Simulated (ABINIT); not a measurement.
# Ti: geometry relaxation (part 2 of 2)

Ti (Im-3m, 1 atom in the cell); Kohn-Sham DFT of a periodic cell, PBEsol, PseudoDojo NC SR PBEsol v0.4.1 standard, no spin polarisation (ABINIT 10.8.3); cutoff 1142.88 eV, 8×8×8 k-mesh, fermi-dirac of 0.05 eV. The structure derives from an entry of the Crystallography Open Database.

Geometry of the input (Å; fractional positions):
```
-1.6410  1.6410  1.6410
1.6410  -1.6410  1.6410
1.6410  1.6410  -1.6410
Ti 0.0000  0.0000  0.0000
```

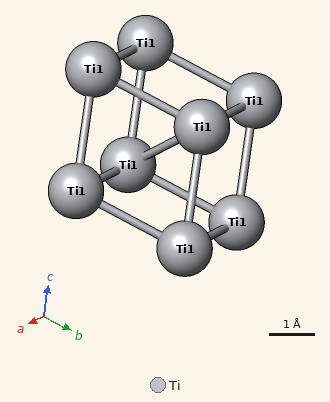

The geometry at step 2 of the log (ball-and-stick view of the cell of the calculation, seen slightly off an axis; atoms are numbered from 1 in the order of the input).

**What the program printed, continued**
```
     iter   Etot(hartree)      deltaE(h)  residm     vres2
 ETOT  1  -59.261086859705    -5.926E+01 4.962E-05 2.267E+02
 ETOT  2  -59.274937074794    -1.385E-02 1.007E-04 1.365E+02
 ETOT  3  -59.297384906910    -2.245E-02 8.988E-04 2.127E-02
 ETOT  4  -59.297397269296    -1.236E-05 3.362E-05 5.862E-04
 ETOT  5  -59.297397336975    -6.768E-08 1.052E-06 7.371E-05
 ETOT  6  -59.297397349340    -1.236E-08 4.363E-08 4.062E-07
 ETOT  7  -59.297397349417    -7.747E-11 5.555E-09 4.857E-10
 ETOT  8  -59.297397349417     5.542E-13 1.133E-09 1.047E-11
 ETOT  9  -59.297397349416     5.471E-13 2.469E-10 1.320E-13

 At SCF step    9       vres2   =  1.32E-13 < tolvrs=  1.00E-12 =>converged.

 Cartesian components of stress tensor (hartree/bohr^3)
  sigma(1 1)= -1.14651577E-05  sigma(3 2)=  0.00000000E+00
  sigma(2 2)= -1.14651577E-05  sigma(3 1)=  0.00000000E+00
  sigma(3 3)= -1.14651577E-05  sigma(2 1)=  0.00000000E+00

--- !ResultsGS
iteration_state: {dtset: 1, itime: 3, icycle: 1, }
comment   : Summary of ground state results
lattice_vectors:
- [ -3.0311553,   3.0311553,   3.0311553, ]
- [  3.0311553,  -3.0311553,   3.0311553, ]
- [  3.0311553,   3.0311553,  -3.0311553, ]
lattice_lengths: [   5.25012,    5.25012,    5.25012, ]
lattice_angles: [109.471, 109.471, 109.471, ] # degrees, (23, 13, 12)
lattice_volume:   1.1139984E+02
convergence: {deltae:  5.471E-13, res2:  1.320E-13, residm:  2.469E-10, diffor: null, }
etotal    :  -5.92973973E+01
entropy   :   0.00000000E+00
fermie    :   3.75356424E-01
cartesian_stress_tensor: # hartree/bohr^3
- [ -1.14651577E-05,   0.00000000E+00,   0.00000000E+00, ]
- [  0.00000000E+00,  -1.14651577E-05,   0.00000000E+00, ]
- [  0.00000000E+00,   0.00000000E+00,  -1.14651577E-05, ]
pressure_GPa:   3.3732E-01
xred      :
- [  0.0000E+00,   0.0000E+00,   0.0000E+00, Ti]
cartesian_forces: # hartree/bohr
- [ -0.00000000E+00,  -0.00000000E+00,  -0.00000000E+00, ]
force_length_stats: {min:   0.00000000E+00, max:   0.00000000E+00, mean:   0.00000000E+00, }
...

 Integrated electronic density in atomic spheres:
 ------------------------------------------------
 Atom  Sphere_radius  Integrated_density
    1        2.00000          9.56824910

---OUTPUT-----------------------------------------------------------------------

 Cartesian coordinates (xcart) [bohr]
  0.00000000000000E+00  0.00000000000000E+00  0.00000000000000E+00
 Reduced coordinates (xred)
  0.00000000000000E+00  0.00000000000000E+00  0.00000000000000E+00
 Cartesian forces (fcart) [Ha/bohr]; max,rms= 0.00000E+00 0.00000E+00 (free atoms)
 -0.00000000000000E+00 -0.00000000000000E+00 -0.00000000000000E+00
 Gradient of E wrt nuclear positions in reduced coordinates (gred)
 -0.00000000000000E+00 -0.00000000000000E+00 -0.00000000000000E+00
 Scale of Primitive Cell (acell) [bohr]
  5.25011500812747E+00  5.25011500812747E+00  5.25011500812747E+00
 Real space primitive translations (rprimd) [bohr]
 -3.03115531321889E+00  3.03115531321889E+00  3.03115531321889E+00
  3.03115531321889E+00 -3.03115531321889E+00  3.03115531321889E+00
  3.03115531321889E+00  3.03115531321889E+00 -3.03115531321889E+00
 Unitary Cell Volume (ucvol) [Bohr^3]=  1.11399838319204E+02
 Angles (23,13,12)= [degrees]
  1.09471220634491E+02  1.09471220634491E+02  1.09471220634491E+02
 Lengths [Bohr]
  5.25011500812747E+00  5.25011500812747E+00  5.25011500812747E+00
 Stress tensor in cartesian coordinates (strten) [Ha/bohr^3]
 -1.14651576972290E-05  0.00000000000000E+00  0.00000000000000E+00
  0.00000000000000E+00 -1.14651576972238E-05  0.00000000000000E+00
  0.00000000000000E+00  0.00000000000000E+00 -1.14651576972238E-05
 Total energy (etotal) [Ha]= -5.92973973494160E+01

 Difference of energy with previous step (new-old):
           Absolute (Ha)=-4.28702E-04
           Relative     =-7.22973E-06

--- Iteration: ( 4/50) Internal Cycle: (1/1)
--------------------------------------------------------------------------------

---SELF-CONSISTENT-FIELD CONVERGENCE--------------------------------------------

--- !BeginCycle
iteration_state: {dtset: 1, itime: 4, icycle: 1, }
solver: {iscf: 7, nstep: 80, nline: 4, wfoptalg: 0, }
tolerances: {tolvrs: 1.00E-12, }
...

     iter   Etot(hartree)      deltaE(h)  residm     vres2
 ETOT  1  -59.297267193680    -5.930E+01 1.061E-07 8.640E-01
 ETOT  2  -59.297316346017    -4.915E-05 6.659E-07 4.909E-01
 ETOT  3  -59.297399043033    -8.270E-05 3.462E-06 7.368E-04
 ETOT  4  -59.297399186959    -1.439E-07 7.357E-08 2.465E-06
 ETOT  5  -59.297399187422    -4.635E-10 4.033E-09 1.450E-08
 ETOT  6  -59.297399187425    -2.593E-12 3.862E-10 1.703E-10
 ETOT  7  -59.297399187426    -7.176E-13 6.264E-11 8.010E-12
 ETOT  8  -59.297399187428    -2.494E-12 5.037E-12 4.190E-15

 At SCF step    8       vres2   =  4.19E-15 < tolvrs=  1.00E-12 =>converged.

 Cartesian components of stress tensor (hartree/bohr^3)
  sigma(1 1)=  4.36020075E-07  sigma(3 2)=  0.00000000E+00
  sigma(2 2)=  4.36020075E-07  sigma(3 1)=  0.00000000E+00
  sigma(3 3)=  4.36020075E-07  sigma(2 1)=  0.00000000E+00

--- !ResultsGS
iteration_state: {dtset: 1, itime: 4, icycle: 1, }
comment   : Summary of ground state results
lattice_vectors:
- [ -3.0341870,   3.0341870,   3.0341870, ]
- [  3.0341870,  -3.0341870,   3.0341870, ]
- [  3.0341870,   3.0341870,  -3.0341870, ]
lattice_lengths: [   5.25537,    5.25537,    5.25537, ]
lattice_angles: [109.471, 109.471, 109.471, ] # degrees, (23, 13, 12)
lattice_volume:   1.1173444E+02
convergence: {deltae: -2.494E-12, res2:  4.190E-15, residm:  5.037E-12, diffor: null, }
etotal    :  -5.92973992E+01
entropy   :   0.00000000E+00
fermie    :   3.73987865E-01
cartesian_stress_tensor: # hartree/bohr^3
- [  4.36020075E-07,   0.00000000E+00,   0.00000000E+00, ]
- [  0.00000000E+00,   4.36020075E-07,   0.00000000E+00, ]
- [  0.00000000E+00,   0.00000000E+00,   4.36020075E-07, ]
pressure_GPa:  -1.2828E-02
xred      :
- [  0.0000E+00,   0.0000E+00,   0.0000E+00, Ti]
cartesian_forces: # hartree/bohr
- [ -0.00000000E+00,  -0.00000000E+00,  -0.00000000E+00, ]
force_length_stats: {min:   0.00000000E+00, max:   0.00000000E+00, mean:   0.00000000E+00, }
...

 Integrated electronic density in atomic spheres:
 ------------------------------------------------
 Atom  Sphere_radius  Integrated_density
    1        2.00000          9.56033107

---OUTPUT-----------------------------------------------------------------------

 Cartesian coordinates (xcart) [bohr]
  0.00000000000000E+00  0.00000000000000E+00  0.00000000000000E+00
 Reduced coordinates (xred)
  0.00000000000000E+00  0.00000000000000E+00  0.00000000000000E+00
 Cartesian forces (fcart) [Ha/bohr]; max,rms= 0.00000E+00 0.00000E+00 (free atoms)
 -0.00000000000000E+00 -0.00000000000000E+00 -0.00000000000000E+00
 Gradient of E wrt nuclear positions in reduced coordinates (gred)
 -0.00000000000000E+00 -0.00000000000000E+00 -0.00000000000000E+00
 Scale of Primitive Cell (acell) [bohr]
  5.25536612906651E+00  5.25536612906651E+00  5.25536612906651E+00
 Real space primitive translations (rprimd) [bohr]
 -3.03418704930659E+00  3.03418704930659E+00  3.03418704930659E+00
  3.03418704930659E+00 -3.03418704930659E+00  3.03418704930659E+00
  3.03418704930659E+00  3.03418704930659E+00 -3.03418704930659E+00
 Unitary Cell Volume (ucvol) [Bohr^3]=  1.11734436306412E+02
 Angles (23,13,12)= [degrees]
  1.09471220634491E+02  1.09471220634491E+02  1.09471220634491E+02
 Lengths [Bohr]
  5.25536612906651E+00  5.25536612906651E+00  5.25536612906651E+00
 Stress tensor in cartesian coordinates (strten) [Ha/bohr^3]
  4.36020075281207E-07  0.00000000000000E+00  0.00000000000000E+00
  0.00000000000000E+00  4.36020075276003E-07  0.00000000000000E+00
  0.00000000000000E+00  0.00000000000000E+00  4.36020075277738E-07
 Total energy (etotal) [Ha]= -5.92973991874281E+01

 Difference of energy with previous step (new-old):
           Absolute (Ha)=-1.83801E-06
           Relative     =-3.09965E-08

--- Iteration: ( 5/50) Internal Cycle: (1/1)
--------------------------------------------------------------------------------

---SELF-CONSISTENT-FIELD CONVERGENCE--------------------------------------------

--- !BeginCycle
iteration_state: {dtset: 1, itime: 5, icycle: 1, }
solver: {iscf: 7, nstep: 80, nline: 4, wfoptalg: 0, }
tolerances: {tolvrs: 1.00E-12, }
...

     iter   Etot(hartree)      deltaE(h)  residm     vres2
 ETOT  1  -59.297399011030    -5.930E+01 1.500E-09 1.169E-03
 ETOT  2  -59.297399077942    -6.691E-08 9.283E-10 6.663E-04
 ETOT  3  -59.297399189988    -1.120E-07 4.693E-09 8.801E-07
 ETOT  4  -59.297399190164    -1.759E-10 1.026E-10 3.117E-09
 ETOT  5  -59.297399190164     3.553E-13 4.730E-12 1.116E-11
 ETOT  6  -59.297399190167    -3.190E-12 4.482E-13 2.081E-13

 At SCF step    6       vres2   =  2.08E-13 < tolvrs=  1.00E-12 =>converged.

 Cartesian components of stress tensor (hartree/bohr^3)
  sigma(1 1)=  1.45804030E-09  sigma(3 2)=  0.00000000E+00
  sigma(2 2)=  1.45804030E-09  sigma(3 1)=  0.00000000E+00
  sigma(3 3)=  1.45804030E-09  sigma(2 1)=  0.00000000E+00

--- !ResultsGS
iteration_state: {dtset: 1, itime: 5, icycle: 1, }
comment   : Summary of ground state results
lattice_vectors:
- [ -3.0340757,   3.0340757,   3.0340757, ]
- [  3.0340757,  -3.0340757,   3.0340757, ]
- [  3.0340757,   3.0340757,  -3.0340757, ]
lattice_lengths: [   5.25517,    5.25517,    5.25517, ]
lattice_angles: [109.471, 109.471, 109.471, ] # degrees, (23, 13, 12)
lattice_volume:   1.1172213E+02
convergence: {deltae: -3.190E-12, res2:  2.081E-13, residm:  4.482E-13, diffor: null, }
etotal    :  -5.92973992E+01
entropy   :   0.00000000E+00
fermie    :   3.74038055E-01
cartesian_stress_tensor: # hartree/bohr^3
- [  1.45804030E-09,   0.00000000E+00,   0.00000000E+00, ]
- [  0.00000000E+00,   1.45804030E-09,   0.00000000E+00, ]
- [  0.00000000E+00,   0.00000000E+00,   1.45804030E-09, ]
pressure_GPa:  -4.2897E-05
xred      :
- [  0.0000E+00,   0.0000E+00,   0.0000E+00, Ti]
cartesian_forces: # hartree/bohr
- [ -0.00000000E+00,  -0.00000000E+00,  -0.00000000E+00, ]
force_length_stats: {min:   0.00000000E+00, max:   0.00000000E+00, mean:   0.00000000E+00, }
...

 Integrated electronic density in atomic spheres:
 ------------------------------------------------
 Atom  Sphere_radius  Integrated_density
    1        2.00000          9.56023955

---OUTPUT-----------------------------------------------------------------------

 Cartesian coordinates (xcart) [bohr]
  0.00000000000000E+00  0.00000000000000E+00  0.00000000000000E+00
 Reduced coordinates (xred)
  0.00000000000000E+00  0.00000000000000E+00  0.00000000000000E+00
 Cartesian forces (fcart) [Ha/bohr]; max,rms= 0.00000E+00 0.00000E+00 (free atoms)
 -0.00000000000000E+00 -0.00000000000000E+00 -0.00000000000000E+00
 Gradient of E wrt nuclear positions in reduced coordinates (gred)
 -0.00000000000000E+00 -0.00000000000000E+00 -0.00000000000000E+00
 Scale of Primitive Cell (acell) [bohr]
  5.25517318862947E+00  5.25517318862947E+00  5.25517318862947E+00
 Real space primitive translations (rprimd) [bohr]
 -3.03407565509333E+00  3.03407565509333E+00  3.03407565509333E+00
  3.03407565509333E+00 -3.03407565509333E+00  3.03407565509333E+00
  3.03407565509333E+00  3.03407565509333E+00 -3.03407565509333E+00
 Unitary Cell Volume (ucvol) [Bohr^3]=  1.11722130427625E+02
 Angles (23,13,12)= [degrees]
  1.09471220634491E+02  1.09471220634491E+02  1.09471220634491E+02
 Lengths [Bohr]
  5.25517318862947E+00  5.25517318862947E+00  5.25517318862947E+00
 Stress tensor in cartesian coordinates (strten) [Ha/bohr^3]
  1.45804030307617E-09  0.00000000000000E+00  0.00000000000000E+00
  0.00000000000000E+00  1.45804030307617E-09  0.00000000000000E+00
  0.00000000000000E+00  0.00000000000000E+00  1.45804030481089E-09
 Total energy (etotal) [Ha]= -5.92973991901669E+01

 Difference of energy with previous step (new-old):
           Absolute (Ha)=-2.73886E-09
           Relative     =-4.61885E-11

 At Broyd/MD step   5, gradients are converged :
  max grad (force/stress) = 1.4580E-07 < tolmxf= 2.0000E-05 ha/bohr (free atoms)

================================================================================

 ----iterations are completed or convergence reached----

 Mean square residual over all n,k,spin=   88.278E-16; max=  44.823E-14
 reduced coordinates (array xred) for    1 atoms
       0.000000000000      0.000000000000      0.000000000000
 rms dE/dt=  0.0000E+00; max dE/dt=  0.0000E+00; dE/dt below (all hartree)
    1       0.000000000000      0.000000000000      0.000000000000

 cartesian coordinates (angstrom) at end:
    1      0.00000000000000     0.00000000000000     0.00000000000000

 cartesian forces (hartree/bohr) at end:
    1     -0.00000000000000    -0.00000000000000    -0.00000000000000
 frms,max,avg= 0.0000000E+00 0.0000000E+00   0.000E+00  0.000E+00  0.000E+00 h/b

 cartesian forces (eV/Angstrom) at end:
    1     -0.00000000000000    -0.00000000000000    -0.00000000000000
 frms,max,avg= 0.0000000E+00 0.0000000E+00   0.000E+00  0.000E+00  0.000E+00 e/A
 length scales=  5.255173188629  5.255173188629  5.255173188629 bohr
              =  2.780917888885  2.780917888885  2.780917888885 angstroms
 Fermi (or HOMO) energy (hartree) =   0.37404   Average Vxc (hartree)=  -0.43969
 Eigenvalues (hartree) for nkpt=  29  k points:
 kpt#   1, nband= 10, wtk=  0.00195, kpt=  0.0000  0.0000  0.0000 (reduced coord)
  -1.68995   -0.80461   -0.80461   -0.80461    0.15281    0.41239    0.41239    0.41239
   0.48177    0.48177
      occupation numbers for kpt#   1
   2.00000    2.00000    2.00000    2.00000    2.00000    0.00000    0.00000    0.00000
   0.00000    0.00000
 prteigrs : prtvol=0 or 1, do not print more k-points.

--- !EnergyTerms
iteration_state     : {dtset: 1, itime: 5, icycle: 1, }
comment             : Components of total free energy in Hartree
kinetic             :  2.35454606042178E+01
hartree             :  1.17702659627245E+01
xc                  : -8.65638297049453E+00
Ewald energy        : -4.31803353230073E+01
psp_core            :  1.58635018134463E+00
local_psp           : -4.47989499636504E+01
non_local_psp       :  4.36840007026932E-01
internal            : -5.92967515018385E+01
'-kT*entropy'       : -6.47688328412708E-04
total_energy        : -5.92973991901669E+01
total_energy_eV     : -1.61356443274575E+03
band_energy         : -6.98675736819397E+00
...

 Cartesian components of stress tensor (hartree/bohr^3)
  sigma(1 1)=  1.45804030E-09  sigma(3 2)=  0.00000000E+00
  sigma(2 2)=  1.45804030E-09  sigma(3 1)=  0.00000000E+00
  sigma(3 3)=  1.45804030E-09  sigma(2 1)=  0.00000000E+00

-Cartesian components of stress tensor (GPa)         [Pressure= -4.2897E-05 GPa]
- sigma(1 1)=  4.28970267E-05  sigma(3 2)=  0.00000000E+00
- sigma(2 2)=  4.28970267E-05  sigma(3 1)=  0.00000000E+00
- sigma(3 3)=  4.28970268E-05  sigma(2 1)=  0.00000000E+00

== END DATASET(S) ==============================================================
================================================================================

 -outvars: echo values of variables after computation  --------
            acell      5.2551731886E+00  5.2551731886E+00  5.2551731886E+00 Bohr
           etotal     -5.9297399190E+01
            fcart     -0.0000000000E+00 -0.0000000000E+00 -0.0000000000E+00
            rprim     -5.7735026919E-01  5.7735026919E-01  5.7735026919E-01
                       5.7735026919E-01 -5.7735026919E-01  5.7735026919E-01
                       5.7735026919E-01  5.7735026919E-01 -5.7735026919E-01
           strten      1.4580403031E-09  1.4580403031E-09  1.4580403048E-09
                       0.0000000000E+00  0.0000000000E+00  0.0000000000E+00
 Calculation completed.
```

**Trajectory as extended XYZ (Å, eV, eV/Å), 5 frames, from step=0 to step=4**
```
1
Lattice="-1.6410 1.6410 1.6410 1.6410 -1.6410 1.6410 1.6410 1.6410 -1.6410" Properties=species:S:1:pos:R:3:forces:R:3 step=0 energy=-1613.53943
Ti    0.0000    0.0000    0.0000    0.0000   0.0000   0.0000
1
Lattice="-1.6296 1.6296 1.6296 1.6296 -1.6296 1.6296 1.6296 1.6296 -1.6296" Properties=species:S:1:pos:R:3:forces:R:3 step=1 energy=-1613.55272
Ti    0.0000    0.0000    0.0000    0.0000   0.0000   0.0000
1
Lattice="-1.6040 1.6040 1.6040 1.6040 -1.6040 1.6040 1.6040 1.6040 -1.6040" Properties=species:S:1:pos:R:3:forces:R:3 step=2 energy=-1613.56438
Ti    0.0000    0.0000    0.0000    0.0000   0.0000   0.0000
1
Lattice="-1.6056 1.6056 1.6056 1.6056 -1.6056 1.6056 1.6056 1.6056 -1.6056" Properties=species:S:1:pos:R:3:forces:R:3 step=3 energy=-1613.56443
Ti    0.0000    0.0000    0.0000    0.0000   0.0000   0.0000
1
Lattice="-1.6056 1.6056 1.6056 1.6056 -1.6056 1.6056 1.6056 1.6056 -1.6056" Properties=species:S:1:pos:R:3:forces:R:3 step=4 energy=-1613.56443
Ti    0.0000    0.0000    0.0000    0.0000   0.0000   0.0000
```

**Results in brief**

```tsv
quantity	value
outcome	converged
space group (tolerance 0.01 Å)	Im-3m (229)
electrons treated	12
free energy	−1613.5644 eV
Fermi energy	10.178 eV
gap on the k-point mesh	none (metallic)
pressure	0.00 GPa
final volume	16.56 Å³
largest force (length of the vector) at the end	under 0.001 eV/Å
final cell	a = 2.781 Å, b = 2.781 Å, c = 2.781 Å, α = 109.47°, β = 109.47°, γ = 109.47°
wall time	22 s (CPU time 87 s)
peak memory	0.28 GiB
```
